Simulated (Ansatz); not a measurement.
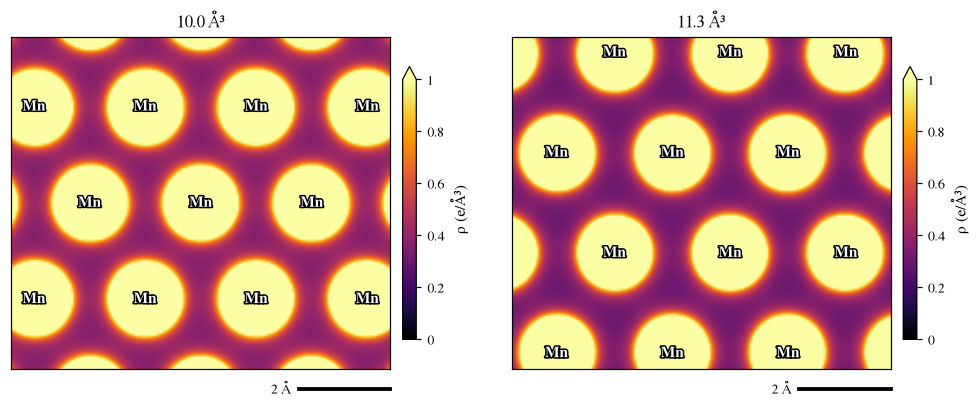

Mn. The valence electron density of cells scaled evenly to different volumes (given per atom above each panel), on the (001) plane of each (indices in the axes of the cell below), at one length scale and on one colour scale.

A generated structure, not necessarily the stable one; computed without spin polarisation.

Method: Ansatz 0.2.0, DFT, revPBE, plane waves (420 eV) with PAW, scalar-relativistic.

The density is the valence pseudo-density of a PAW calculation; it isn't the true density close to the nuclei.

The largest cell:

```
Mn
1.0
     0.00000    1.78364    1.78364
     1.78364    0.00000    1.78364
     1.78364    1.78364    0.00000
Mn
1
Direct
  0.00000 0.00000 0.00000
```

| volume (Å³/atom) | Mn–Mn contact in the plane (Å) | ρ at its midpoint (e/Å³) | 
| --- | --- | --- |
| 10.04 | 2.421 | 0.418 | 
| 10.91 | 2.490 | ? | 
| 11.35 | 2.522 | 0.353 | 

What values belong in the row with question marks?

Over the known rows ln ρ falls by 1.67 per Å of Mn–Mn distance (the line through the two), which gives 0.372 e/Å³ at 2.490 Å; the calculation gives 0.372 e/Å³.
